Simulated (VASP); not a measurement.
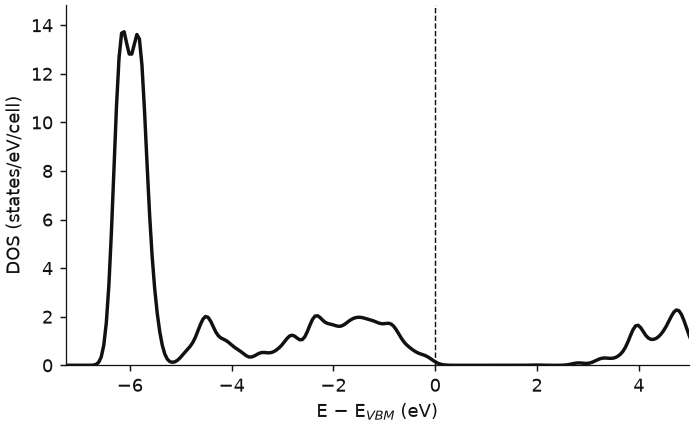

Density of states of ZnS, space group I-4m2 (No. 119), 2 atoms in the cell, zincblende type, uniaxial (z) strain +2.9%. Method: DFT, PBE, plane waves, PAW, 8×8×8 k mesh, 520 eV cutoff (VASP). Energies are counted from the top of the valence band. The curve is built from the levels of the k mesh with Gaussians 0.3 eV wide, which also blur the band edges.

There is a gap; over the k points computed it is 1.99 eV (direct among those points). The upper group of valence states starts about 6.3 eV under the valence-band top, with a gap beneath it; it holds about 16 electrons a cell. Within the window shown, the tallest peak of the filled states lies 6.1 eV under the valence-band top, at about 14 states per eV and cell.
